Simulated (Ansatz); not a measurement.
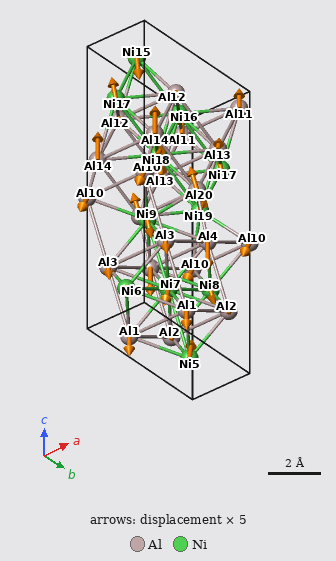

A relaxation of an interface cell of composition AlNi. The starting structure is drawn; orange arrows show the displacements (the part carried along by the change of the cell is left out), magnified 5 times.

Style: ball-and-stick. Shown: the cell of the calculation, from a free direction.

Case: symmetric tilt boundary Sigma 5 (2 1 0), mirror between planes, shift [0, 0.5].

Theory: DFT PBE, scalar-relativistic, plane waves, PAW in Ansatz 0.2.0.

The input:
```yaml
crystal:
  lattice:
    - [2.8930835297, 0.0, 0.0]
    - [0.0, 6.4691314369, 0.0]
    - [0.0, 0.0, 13.2382628738]
  atoms:
    - { symbol: Al, position: [0.0, 0.4, 0.0733003812] }
    - { symbol: Al, position: [0.0, 0.8, 0.1710342229] }
    - { symbol: Al, position: [0.0, 0.2, 0.2687680645] }
    - { symbol: Al, position: [0.0, 0.6, 0.3665019062] }
    - { symbol: Ni, position: [0.5, 0.7, 0.0244334604] }
    - { symbol: Ni, position: [0.5, 0.1, 0.1221673021] }
    - { symbol: Ni, position: [0.5, 0.5, 0.2199011437] }
    - { symbol: Ni, position: [0.5, 0.9, 0.3176349854] }
    - { symbol: Ni, position: [0.5, 0.3, 0.415368827] }
    - { symbol: Al, position: [0.0, 0.0, 0.4642357478] }
    - { symbol: Al, position: [0.0, 0.9, 0.915368827] }
    - { symbol: Al, position: [0.0, 0.3, 0.8176349854] }
    - { symbol: Al, position: [0.0, 0.7, 0.7199011437] }
    - { symbol: Al, position: [0.0, 0.1, 0.6221673021] }
    - { symbol: Ni, position: [0.5, 0.2, 0.9642357478] }
    - { symbol: Ni, position: [0.5, 0.6, 0.8665019062] }
    - { symbol: Ni, position: [0.5, 0.0, 0.7687680645] }
    - { symbol: Ni, position: [0.5, 0.4, 0.6710342229] }
    - { symbol: Ni, position: [0.5, 0.8, 0.5733003812] }
    - { symbol: Al, position: [0.0, 0.5, 0.5244334604] }
basis:
  ecutwfc: 420
kpoints:
  mp_grid: { grid: [12, 6, 3] }
hamiltonian:
  xc: pbe
scf:
  occupations: { method: gaussian, width: 0.1 }
output:
  forces: true
  stress: true
  eigenvalues: true
  populations: true
  write_density: true
  write_potential: true
  elf: true
  volumetric_format: npy
relax:
  adjacent_minimum: "off"
  f_tol: 0.02
  max_steps: 60
  cell: { fix: [a, b, alpha, beta, gamma], stress_tol: 0.1 }
```

Run as
```bash
ansatz run input.yaml --threads 4 --pin off --max-ram 11264MiB --backend cpu --events-out ev --progress --plain --runs-dir out
```

> Atoms of which element are displaced furthest, and by how much?

Aluminium: up to 0.27 Å, against 0.20 Å for nickel.

> What did the optimiser do to the structure, and how much energy did it gain?

The largest moves relative to the cell, 0.27 Å, are those of Al4 and Al14. Al4 goes along −c. By element the largest moves are Al 0.27 Å, Ni 0.20 Å. The drawn cell changes as follows: a unchanged at 2.893 Å, b unchanged at 6.469 Å, c 13.238 → 13.731 Å (+3.7 %); the volume changes by +3.7 %. Some distances before and after: Al10–Al14 2.189 → 2.722 Å, Ni5–Ni16 2.189 → 2.470 Å, Ni15–Ni17 2.893 → 2.685 Å, Al10–Ni19 2.419 → 2.602 Å. Over 5 accepted moves (7 points after the start) the energy falls by 2.493 eV per cell of the calculation. Largest force component: 4.6 eV/Å at the start, 0.0016 eV/Å at the end. The pressure goes from 4.73 to −2.33 GPa. The SCF was repeated twice at an unchanged geometry on a basis and grid sized afresh for the cell, which shifted the energy by 4.5 meV per cell of the calculation at most.

Limits of the set-up: an element that often carries a moment was run without spin polarisation.
